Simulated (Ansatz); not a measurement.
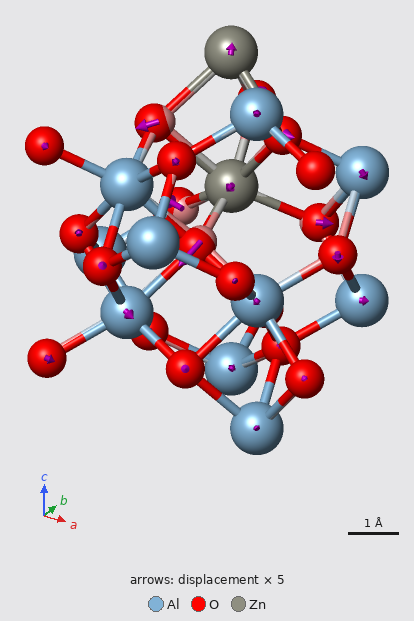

This is a relaxation of a defect cell of composition Al$_{46}$O$_{72}$Zn$_{2}$. The starting structure is drawn faded, the final one solid; purple arrows show the displacements, 5 times their true length.

The picture is a ball-and-stick view of the atoms within 4.2 Å of the atom that moves most (axes of the cell of the calculation), seen slightly off an axis.

The atoms of the start lie slightly off their symmetric places, so part of the fall in energy undoes that.

Theory: Ansatz, DFT, PBEsol, PAW, plane waves. (plane-wave cutoff 420 eV; k-point mesh 1 × 1 × 1; mesh shifted by (0.25, 0.25, 0.25); no spin polarisation; atoms relaxed in a fixed cell; force threshold 0.03 eV/Å; at most 80 steps)

### What happened in the run?

An O atom moves most: 0.15 Å roughly along [−1 −2 −1]. By element the largest moves are O 0.15 Å, Al 0.07 Å, Zn 0.05 Å. The lattice vectors keep their values. Among the contacts that change: O–Zn 1.952 → 2.091 Å, Al–O 2.046 → 1.915 Å, O–Zn 1.827 → 1.954 Å, O–Zn 1.985 → 2.083 Å. Among the angles between lasting bonds that change: O–Al–O 86.5° → 91.7°, Al–O–Al 81.9° → 87.1°, Al–O–Al 121.6° → 126.3°. After 4 geometry steps the energy has fallen by 2.262 eV per cell of the calculation. Largest force component: 2.5 eV/Å at the start, 0.022 eV/Å at the end.
